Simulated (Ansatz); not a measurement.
## Run report: Mo3Si, geometry relaxation (part 2 of 2)

The same run, continued: Mo3Si (P6₃/mmc, 8 atoms in the cell); DFT PBE, scalar-relativistic, plane waves, PAW, no spin polarisation (Ansatz 0.2.0); cutoff 420 eV, 12×12×8 k-mesh, Gaussian smearing of 0.1 eV. The structure was made by swapping elements on the sites of another compound; it need not be a known phase. It belongs to a series of runs on one base structure; here: Ni3Sn (D0_19) type (P6_3/mmc, No. 194).

Geometry of the input (Å; fractional positions):
```
5.4227  0.0000  0.0000
-2.7114  4.6962  0.0000
0.0000  0.0000  4.7048
Si 0.3333  0.6667  0.2500
Si 0.6667  0.3333  0.7500
Mo 0.8330  0.6661  0.2500
Mo 0.1670  0.8330  0.7500
Mo 0.3339  0.1670  0.2500
Mo 0.1670  0.3339  0.7500
Mo 0.8330  0.1670  0.2500
Mo 0.6661  0.8330  0.7500
```

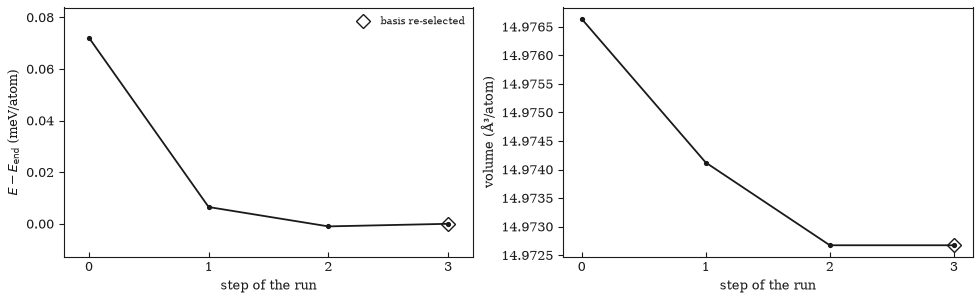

Fig. 1: Progress of the relaxation, step by step (the first geometry is step 0 here and step 1 in the log). The atoms keep their places relative to the cell (all moves are under 0.005 Å). Among the contacts that change: Mo3–Mo5 2.707 → 2.700 Å. The space group stays P6_3/mmc (No. 194). After 2 geometry steps the energy has fallen by 0.1 meV per atom. The largest force component goes from 0.054 to 0.00026 eV/Å. The pressure goes from −0.02 to 0.00 GPa. A last SCF at the same geometry on a re-selected plane-wave basis shifts the energy by +0.0 meV per atom. (Atoms are counted from 1 in the order of the input.)

```
basis re-selected at this cell: Δ(F+E_penalty+E_count) = +7.561e-6 eV, ΔP = +0.000 GPa vs the last step (what re-selecting the basis moved, of the pressure what is left beyond the Pulay correction that the steps carried, after the strain that the cell walked since its last selection, with what the two solves' SCF thresholds leave and, on support functions, any second-order correction that the steps lacked; it is no measure of the basis error at this ecutwfc). This SCF's stress stands 1.85e-2 GPa from its target on what of the cell is left free (relax.cell.stress_tol is 5.00e-2 GPa) and its largest allowed force component is 2.65e-4 eV/Å (relax.f_tol is 1.00e-2 eV/Å): within both
SCF converged after 8 iterations
Free energy (F): -31008.433503 eV
Harris-Foulkes:  -31008.433503 eV  (|F-HF|=0.00e0)
Internal energy: -31008.407372 eV  (E = F + TS)
E sigma→0 (E₀):  -31008.420438 eV
Entropy (-TS):   -0.026131 eV (-3.266 meV/atom)
Fermi energy:    19.005113 eV
--- Per-component energies (eV) ---
  E_band       = -380.779301
  E_kinetic    = 2739.881049
  E_local      = -5647.625359  (includes V_loc(G=0)·N_el)
  E_nonlocal   = 909.987698
  E_hartree    = 1980.648863
  E_xc         = -1215.518328
  E_vxc        = -1473.450821  (∫ρ·V_xc dr)
  E_paw        = -20234.797363  (= ΣΔE_a)
  E_vpaw       = -870.869835  (= ΣTr[D̂ρ^β])
  E_aug_tail   = 0.000240  (compensation charges beyond the density's cutoff)
  E_ewald      = -9540.984171
  E_smearing   = -0.026131  (= −TS)
  E_closure    = 0.000000  (closes the sum)
  Σ components = -31008.433503   (vs F -31008.433503, Δ=0.00e0)
--- Forces (eV/Å), atoms counted from 1 ---
  atom   1  Si    -0.00000000    -0.00000000    -0.00000000
  atom   2  Si    -0.00000000     0.00000000     0.00000000
  atom   3  Mo    -0.00000000     0.00026505    -0.00000000
  atom   4  Mo    -0.00022954     0.00013252     0.00000000
  atom   5  Mo    -0.00022954    -0.00013252     0.00000000
  atom   6  Mo     0.00000000    -0.00026505     0.00000000
  atom   7  Mo     0.00022954    -0.00013252     0.00000000
  atom   8  Mo     0.00022954     0.00013252    -0.00000000
  max |Σ_I F_I| component: 1.41e-17 eV/Å
--- Stress (GPa, compression-positive) ---
       -0.010319      -0.000000       0.000000
        0.000000      -0.010319       0.000000
        0.000000       0.000000       0.018504
  P = ⅓ Tr σ = -0.0007 GPa (-0.007 kbar)
--- Band table (eV; the first three rows and the last of 95) ---
  k-point 0: bands = ["-41.9179", "-41.7656", "-41.6933", "-41.6933", "-41.6204", "-41.6204", "-16.7222", "-16.5193", "-16.4066", "-16.2624", "-16.2624", "-16.1849", "-16.1849", "-15.9851", "-15.9851", "-15.6812", "-15.5510", "-15.5510", "-15.4791", "-15.4172", "-15.2949", "-15.2949", "-15.2925", "-15.2925", "8.6513", "10.1214", "13.5134", "14.0613", "14.6915", "14.9941", "14.9941", "15.0284", "15.0284", "15.7345", "15.7345", "15.7826", "15.7898", "15.7898", "17.4133", "17.5251", "17.6957", "17.6957", "18.0233", "18.0233", "18.2696", "19.8450", "19.8450", "20.1672", "20.1672", "20.4737", "20.8348", "20.8348", "21.2312", "21.2312", "21.3458", "21.8787"]
  k-point 1: bands = ["-41.9122", "-41.7715", "-41.6905", "-41.6905", "-41.6231", "-41.6231", "-16.7179", "-16.5507", "-16.3490", "-16.2931", "-16.2931", "-16.2048", "-16.2048", "-15.9335", "-15.9335", "-15.6714", "-15.5502", "-15.5502", "-15.5125", "-15.4275", "-15.2955", "-15.2955", "-15.2921", "-15.2921", "8.7499", "10.0675", "13.7613", "13.8883", "14.5929", "14.9647", "14.9647", "15.0387", "15.0387", "15.6796", "15.6934", "15.6934", "15.8509", "15.8509", "17.1696", "17.6231", "17.6231", "17.9631", "18.1786", "18.1786", "18.3955", "19.8643", "19.8643", "20.0630", "20.0630", "20.1691", "20.7430", "20.7430", "21.0766", "21.0766", "21.2570", "22.1499"]
  k-point 2: bands = ["-41.8959", "-41.7882", "-41.6827", "-41.6827", "-41.6311", "-41.6311", "-16.7056", "-16.5940", "-16.3395", "-16.3395", "-16.2538", "-16.2538", "-16.2304", "-15.8280", "-15.8280", "-15.6433", "-15.6070", "-15.5546", "-15.5546", "-15.4566", "-15.2968", "-15.2968", "-15.2920", "-15.2920", "9.0143", "9.9503", "13.5238", "14.2229", "14.4938", "14.8670", "14.8670", "15.0929", "15.0929", "15.5858", "15.5858", "15.6383", "16.0789", "16.0789", "16.6814", "17.4743", "17.4743", "18.3840", "18.3840", "18.7182", "18.7666", "19.3996", "19.8180", "19.8180", "19.8656", "19.8656", "20.6076", "20.6076", "21.0168", "21.0579", "21.0579", "21.9529"]
  k-point 94: bands = ["-41.7550", "-41.7550", "-41.7457", "-41.7457", "-41.6571", "-41.6571", "-16.2716", "-16.2716", "-16.2380", "-16.2380", "-16.1986", "-16.1986", "-15.8939", "-15.8939", "-15.8511", "-15.8511", "-15.6952", "-15.6952", "-15.6564", "-15.6564", "-15.5177", "-15.5177", "-15.4297", "-15.4297", "10.5711", "10.5711", "13.3724", "13.3724", "14.3771", "14.3771", "15.2496", "15.2496", "15.4358", "15.4358", "16.4169", "16.4169", "16.5218", "16.5218", "16.6620", "16.6620", "17.4986", "17.4986", "18.1724", "18.1724", "18.8189", "18.8189", "18.9220", "18.9220", "19.7861", "19.7861", "20.9023", "20.9023", "20.9386", "20.9386", "21.3281", "21.3281"]
--- Relaxed structure (3 steps of the walk, 3 accepted, 1 SCFs on fresh bases) ---
  F+E_penalty+E_count = -31008.43350300 eV   max|allowed force component| = 2.650e-4 eV/Å   (the final SCF, on the basis selected at the relaxed cell)
  cell:  # Å, volume = 119.7814 Å³
    - [5.420516049408763, 0.0, 0.0]
    - [-2.7102580247043817, 4.694304600409255, 0.0]
    - [0.0, 0.0, 4.707360061993306]
  atoms:
    - { symbol: Si, position: [0.3333333333333333, 0.6666666666666666, 0.25] }
    - { symbol: Si, position: [0.6666666666666665, 0.3333333333333333, 0.7499999999999999] }
    - { symbol: Mo, position: [0.8326769101599006, 0.6653538203198014, 0.25] }
    - { symbol: Mo, position: [0.16732308984009917, 0.8326769101599005, 0.7499999999999999] }
    - { symbol: Mo, position: [0.3346461796801985, 0.16732308984009925, 0.25] }
    - { symbol: Mo, position: [0.16732308984009925, 0.3346461796801985, 0.7499999999999999] }
    - { symbol: Mo, position: [0.8326769101599008, 0.16732308984009925, 0.25] }
    - { symbol: Mo, position: [0.6653538203198014, 0.8326769101599005, 0.7499999999999999] }
```

### Trajectory as extended XYZ (Å, eV, eV/Å), 4 frames, from step=1 to step=4
```
8
Lattice="5.4227 0.0000 0.0000 -2.7114 4.6962 0.0000 0.0000 0.0000 4.7048" Properties=species:S:1:pos:R:3:forces:R:3 step=1 energy=-31008.43293 pressure_GPa=-0.02
Si    0.0000    3.1308    1.1762    0.0000   0.0000   0.0000
Si    2.7114    1.5654    3.5286    0.0000   0.0000   0.0000
Mo    2.7114    3.1281    1.1762    0.0000  -0.0544   0.0000
Mo   -1.3533    3.9121    3.5286    0.0471  -0.0272   0.0000
Mo    1.3581    0.7841    1.1762    0.0471   0.0272   0.0000
Mo    0.0000    1.5682    3.5286    0.0000   0.0544   0.0000
Mo    4.0647    0.7841    1.1762   -0.0471   0.0272   0.0000
Mo    1.3533    3.9121    3.5286   -0.0471  -0.0272   0.0000
8
Lattice="5.4221 0.0000 0.0000 -2.7111 4.6957 0.0000 0.0000 0.0000 4.7051" Properties=species:S:1:pos:R:3:forces:R:3 step=2 energy=-31008.43345 pressure_GPa=-0.04
Si    0.0000    3.1305    1.1763    0.0000   0.0000   0.0000
Si    2.7111    1.5652    3.5288    0.0000   0.0000   0.0000
Mo    2.7111    3.1240    1.1763    0.0000   0.0095   0.0000
Mo   -1.3499    3.9098    3.5288   -0.0082   0.0047   0.0000
Mo    1.3612    0.7859    1.1763   -0.0082  -0.0047   0.0000
Mo    0.0000    1.5717    3.5288    0.0000  -0.0095   0.0000
Mo    4.0610    0.7859    1.1763    0.0082  -0.0047   0.0000
Mo    1.3499    3.9098    3.5288    0.0082   0.0047   0.0000
8
Lattice="5.4205 0.0000 0.0000 -2.7103 4.6943 0.0000 0.0000 0.0000 4.7074" Properties=species:S:1:pos:R:3:forces:R:3 step=3 energy=-31008.43351 pressure_GPa=-0.00
Si    0.0000    3.1295    1.1768    0.0000   0.0000   0.0000
Si    2.7103    1.5648    3.5305    0.0000   0.0000   0.0000
Mo    2.7103    3.1234    1.1768    0.0000   0.0003   0.0000
Mo   -1.3498    3.9088    3.5305   -0.0002   0.0001   0.0000
Mo    1.3605    0.7855    1.1768   -0.0002  -0.0001   0.0000
Mo    0.0000    1.5709    3.5305    0.0000  -0.0003   0.0000
Mo    4.0601    0.7855    1.1768    0.0002  -0.0001   0.0000
Mo    1.3498    3.9088    3.5305    0.0002   0.0001   0.0000
8
Lattice="5.4205 0.0000 0.0000 -2.7103 4.6943 0.0000 0.0000 0.0000 4.7074" Properties=species:S:1:pos:R:3:forces:R:3 step=4 energy=-31008.43350 pressure_GPa=-0.00
Si    0.0000    3.1295    1.1768    0.0000   0.0000   0.0000
Si    2.7103    1.5648    3.5305    0.0000   0.0000   0.0000
Mo    2.7103    3.1234    1.1768    0.0000   0.0003   0.0000
Mo   -1.3498    3.9088    3.5305   -0.0002   0.0001   0.0000
Mo    1.3605    0.7855    1.1768   -0.0002  -0.0001   0.0000
Mo    0.0000    1.5709    3.5305    0.0000  -0.0003   0.0000
Mo    4.0601    0.7855    1.1768    0.0002  -0.0001   0.0000
Mo    1.3498    3.9088    3.5305    0.0002   0.0001   0.0000
```
